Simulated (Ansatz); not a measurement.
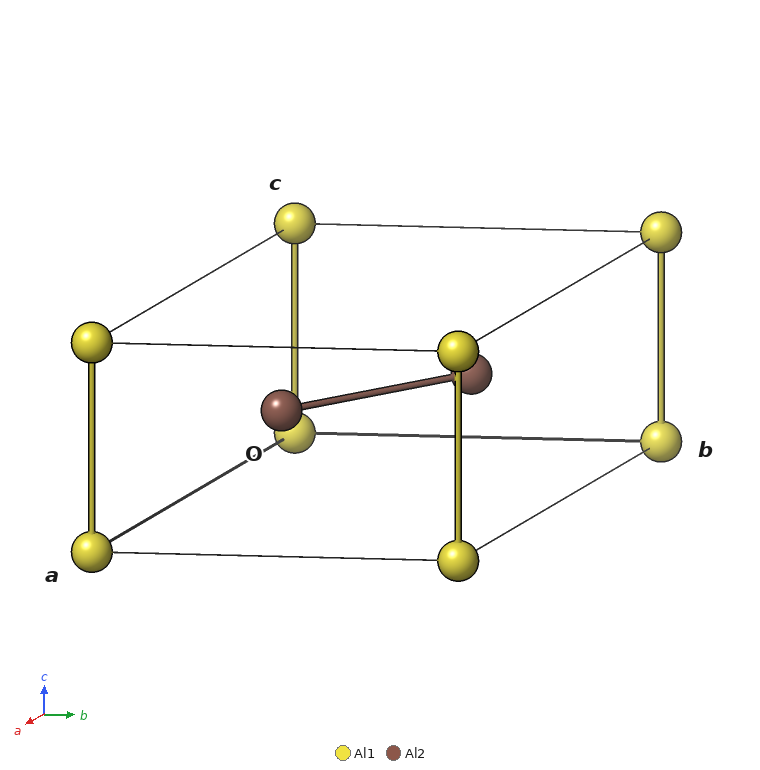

For Al, the input geometry of an electronic-structure calculation (not necessarily at equilibrium); the starting structure was generated, so it need not be a known form of this composition: one unit cell; atoms that symmetry makes equivalent share a colour (atoms on faces, edges and corners are repeated). Geometry calculated from the standardised cell; symmetry tolerance 0.002 Å.

a = 4.612 Å, b = 4.612 Å, c = 2.855 Å, α = 90.00°, β = 90.00°, γ = 120.00°; space group P6/mmm, No. 191.

One atom of each site: Al1 (0, 0, 0); Al2 (1/3, 2/3, 1/2).

Question: Give the multiplicity, Wyckoff letter and site symmetry of each site.

Answer:
```
site  Wyckoff  symmetry
 Al1       1a     6/mmm
 Al2       2d      -6m2
```

Question: How many free positional parameters does the structure have?

Answer: 0: Al1 0, Al2 0.
